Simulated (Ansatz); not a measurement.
System: Mn.

The calculation's input:

```
crystal:
  lattice:
    - [0.0, 0.0, 4.0160139772]
    - [-4.9628821581, 1.0e-10, 0.0]
    - [2.481441079, -4.2979820249, 0.0]
  atoms:
    - { symbol: Mn, position: [0.25, 0.1666666667, 0.3333333333], spin: 4.0 }
    - { symbol: Mn, position: [0.25, 0.1666666667, 0.8333333333], spin: 4.0 }
    - { symbol: Mn, position: [0.25, 0.6666666667, 0.3333333333], spin: 4.0 }
    - { symbol: Mn, position: [0.25, 0.6666666667, 0.8333333333], spin: 4.0 }
    - { symbol: Mn, position: [0.75, 0.3333333333, 0.1666666667], spin: 4.0 }
    - { symbol: Mn, position: [0.75, 0.3333333333, 0.6666666667], spin: 4.0 }
    - { symbol: Mn, position: [0.75, 0.8333333333, 0.1666666667], spin: 4.0 }
    - { symbol: Mn, position: [0.75, 0.8333333333, 0.6666666667], spin: 4.0 }
basis:
  ecutwfc: 420
kpoints:
  mp_grid: { grid: [10, 9, 9] }
hamiltonian:
  xc: pbe
scf:
  occupations: { method: gaussian, width: 0.1 }
output:
  forces: true
  stress: true
  eigenvalues: true
  populations: true
  write_density: true
  write_potential: true
  elf: true
  volumetric_format: npy
magnetization:
  spin_polarized: true
relax:
  adjacent_minimum: "off"
  f_tol: 0.015
  max_steps: 60
  cell: { stress_tol: 0.15 }
```

Command:

```sh
ansatz run input.yaml --threads 1 --pin off --max-ram 2560MiB --backend cpu --events-out ev --progress --plain --runs-dir out
```

The fields are those of the relaxed geometry.

Space group P6₃/mmc; a structure from a database of computed crystals, not necessarily the ambient phase; the program warned that a starting moment wasn't kept; spin-polarised, but the moments vanished.

These are results of DFT PBE, scalar-relativistic, plane waves, PAW in Ansatz 0.2.0, not measurements.

> What will maps of the valence pseudo-density and electron localisation function show?

Mn–Mn (2.48 Å): ρ at the midpoint is about 0.38 e/Å³; the ELF is about 0.30 at the midpoint; no localised pair shows between them.

> Does the calculation give a band gap?

It is metallic or semimetallic at this level of theory: no gap opens.

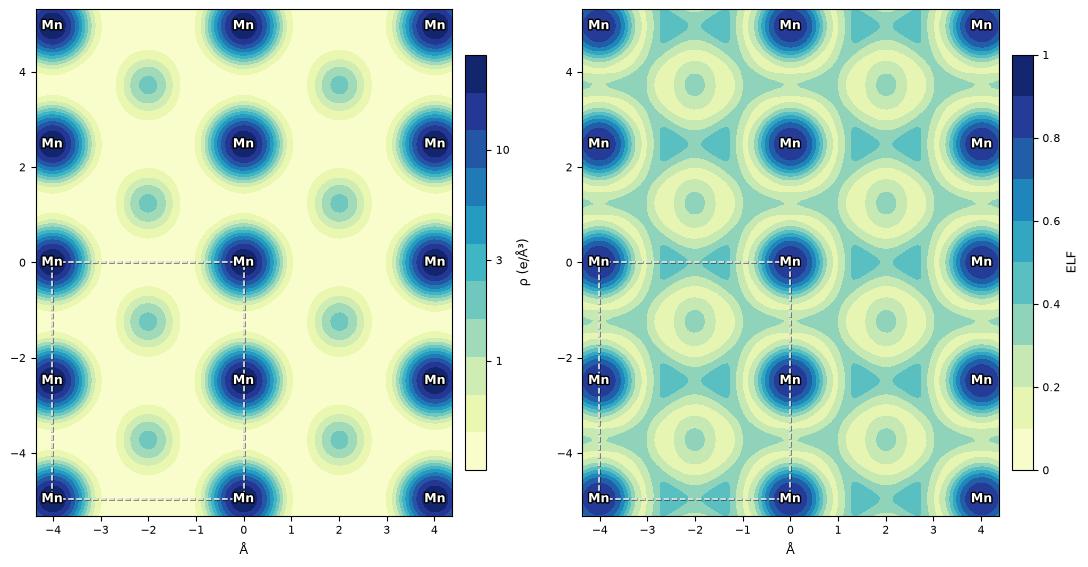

Computed valence pseudo-density and electron localisation function on the (010) plane of the calculation cell, in this order. Atoms just off the plane (Mn, 0.7 Å away) can leave unmarked features too.

Core electrons are frozen (PAW), and the valence fields are smoothed inside the atomic spheres.
